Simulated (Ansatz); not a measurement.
## Energy of Ge along an even scaling of the cell

System: Ge (Imma, 2 atoms in the cell).
Method: Kohn-Sham DFT of a periodic cell, PBEsol, Ansatz PAW, no spin polarisation (Ansatz 0.2.0).

The 5 runs differ only in the geometry, by an even scaling of the cell at fixed fractional positions. The structure derives from a Materials Project entry.

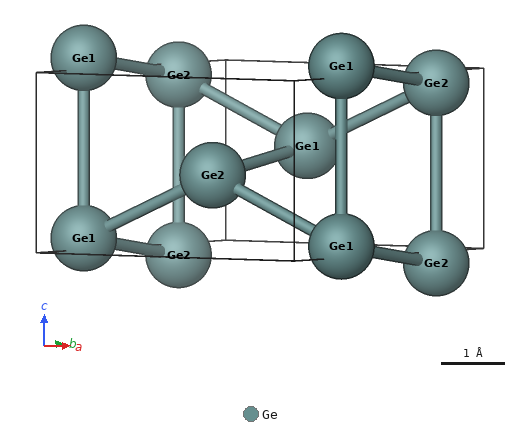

Figure 1. The structure of run 3 (ball-and-stick view of the cell 2 times as large as that of the calculation, set on its symmetry axes, seen at an oblique angle; atoms are numbered from 1 in the order of the input).

## Input of run 3
```yaml
crystal:
  lattice:
    - [-2.495898, 2.650863, 1.436947]
    - [2.495898, -2.650863, 1.436947]
    - [2.495898, 2.650863, -1.436947]
  atoms:
    - { symbol: Ge, position: [0.314057, 0.064057, 0.25] }
    - { symbol: Ge, position: [0.685943, 0.935943, 0.75] }
hamiltonian:
  xc: pbesol
  pseudopotentials: { kind: paw }
kpoints:
  mp_grid: { grid: [11, 11, 11] }
scf:
  occupations: { method: fermi_dirac, width: 0.05 }
output:
  forces: true
  stress: true
  eigenvalues: true
```

Command:
```bash
ansatz run input.yaml --threads 2 --pin off --max-ram 5632MiB --backend cpu --events-out ev --progress --plain --runs-dir out
```

Lattice vectors (Å) and fractional positions of run 3:
```
  -2.495898    2.650863    1.436947
   2.495898   -2.650863    1.436947
   2.495898    2.650863   -1.436947
Ge  0.314057  0.064057  0.250000
Ge  0.685943  0.935943  0.750000
```

Run 2 differs from it as follows:
```diff
-    - [-2.495898, 2.650863, 1.436947]
-    - [2.495898, -2.650863, 1.436947]
-    - [2.495898, 2.650863, -1.436947]
+    - [-2.479146502, 2.6330714371, 1.4273027698]
+    - [2.479146502, -2.6330714371, 1.4273027698]
+    - [2.479146502, 2.6330714371, -1.4273027698]
```

## Results, with one run withheld

```tsv
run	volume per atom (Å³)	free energy per atom, from the lowest run given (meV)	pressure (GPa)
1	18.254	0.00	0.55
2	18.634	?	?
3	19.014	4.89	−2.49
4	19.775	22.59	−4.87
5	20.155	35.36	−5.87
```

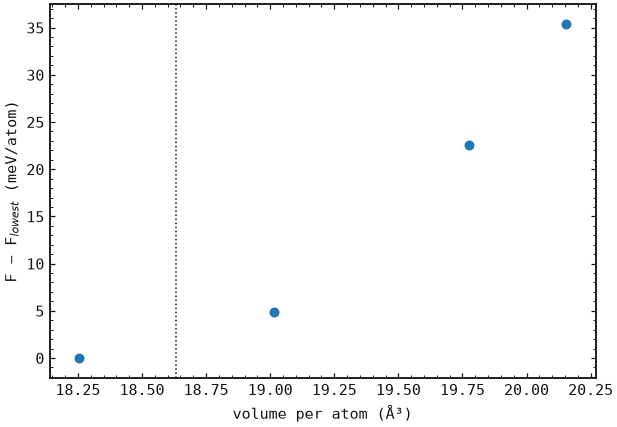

Figure 2. Free energy per atom of the runs given; the dotted line marks run 2.

Estimate the energy of run 2 from the others.

A quadratic polynomial in V^(−2/3) (the Birch–Murnaghan form), fitted to the 4 runs given, misses them by at most 0.03 meV per atom. With x = V^(−2/3) − 0.13910 Å⁻², it reads F = 9.6718 − 4350.5 x + 4.8003e+05 x² (meV per atom). At run 2 it gives 0.70 meV per atom, and the run itself gives 0.64. The slope of the fit gives a pressure −dF/dV of −1.06 GPa there, and the run prints −1.06 GPa. The fit has its minimum at 18.371 Å³ per atom, where V d²F/dV² gives 76.8 GPa. Cell shape and fractional positions are held, so this is the stiffness under even scaling; the relaxed bulk modulus wasn't computed.

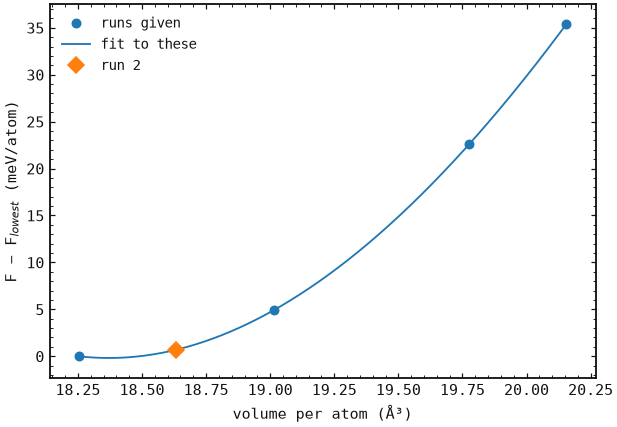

Figure 3. The fit and the withheld run.

## Output, shortened to warnings, some set-up lines, iterations and results (run 2)
```
Basis set: ecut = 420 eV, 745 PW (Γ), exchange–correlation on 54×54×54 points (8 copies of the dense FFT grid, shifted against one another)
Symmetry: 8 space group operations
k-points: 216 of 1331
Initial density: superposition of atomic densities (neutral atoms: chi_scale 0, normalization atom), corrected by the library's trained network
[...]
SCF iter   1: F=—  HF=-8506.649705 eV  |F-HF|=—  |Δ(HF+E_count)|=         —  Δρ=2.17e-3  dr2=9.32e-4  ethr=1.77e-3  ⟨swp⟩=5.4  Hψ=16134  notcnv=0
SCF iter   2: F=—  HF=-8506.648656 eV  |F-HF|=—  |Δ(HF+E_count)|=   1.05e-3  Δρ=9.88e-4  dr2=2.30e-4  ethr=3.33e-6  ⟨swp⟩=2.0  Hψ=8598  notcnv=0
SCF iter   3: F=—  HF=-8506.648671 eV  |F-HF|=—  |Δ(HF+E_count)|=   1.51e-5  Δρ=5.45e-4  dr2=8.45e-5  ethr=8.22e-7  ⟨swp⟩=1.0  Hψ=3876  notcnv=0
SCF iter   4: F=—  HF=-8506.648672 eV  |F-HF|=—  |Δ(HF+E_count)|=   9.86e-7  Δρ=7.92e-5  dr2=2.16e-6  ethr=3.02e-7  ⟨swp⟩=1.9  Hψ=4339  notcnv=0
SCF iter   5: F=-8506.648672 eV  HF=-8506.648672 eV  |F-HF|=3.84e-9  |Δ(HF+E_count)|=   8.17e-8  Δρ=1.05e-5  dr2=3.23e-8  ethr=7.73e-9  ⟨swp⟩=2.5  Hψ=5965  notcnv=0
SCF iter   6: F=-8506.648672 eV  HF=-8506.648672 eV  |F-HF|=3.98e-10  |Δ(HF+E_count)|=   3.28e-9  Δρ=2.51e-6  dr2=1.78e-9  ethr=1.15e-10  ⟨swp⟩=2.0  Hψ=12234  notcnv=0
SCF 1 converged in 6 iterations: F = -8506.648672 eV  dr2 = 1.78e-9
SCF converged after 6 iterations
Free energy (F): -8506.648672 eV
Harris-Foulkes:  -8506.648672 eV  (|F-HF|=3.98e-10)
Internal energy: -8506.642586 eV  (E = F + TS)
E sigma→0 (E₀):  -8506.645629 eV
Entropy (-TS):   -0.006086 eV (-3.043 meV/atom)
Fermi energy:    10.989274 eV
--- Per-component energies (eV) ---
  E_band       = -227.579901
  E_kinetic    = 222.000614
  E_local      = -4299.715431  (includes V_loc(G=0)·N_el)
  E_nonlocal   = 835.963554
  E_hartree    = 1881.151918
  E_xc         = -150.390836
  E_vxc        = -129.913636  (∫ρ·V_xc dr)
  E_paw        = -3953.738697  (= ΣΔE_a)
  E_vpaw       = -618.220612  (= ΣTr[D̂ρ^β])
  E_aug_tail   = 0.000641  (compensation charges beyond the density's cutoff)
  E_ewald      = -3043.750222
  E_core_change = 1.835872  (= ΣΔE_core)
  E_smearing   = -0.006086  (= −TS)
  E_closure    = -0.000000  (closes the sum)
  Σ components = -8506.648672   (vs F -8506.648672, Δ=0.00e0)
--- Forces (eV/Å), atoms counted from 1 ---
  atom   1  Ge     0.00000000     0.00000000     0.05653769
  atom   2  Ge     0.00000000     0.00000000    -0.05653769
  max |Σ_I F_I| component: 6.94e-18 eV/Å
--- Stress (GPa, compression-positive) ---
        0.165489       0.000000       0.000000
        0.000000      -1.963658       0.000000
        0.000000       0.000000      -1.381144
  P = ⅓ Tr σ = -1.0598 GPa (-10.598 kbar)
```
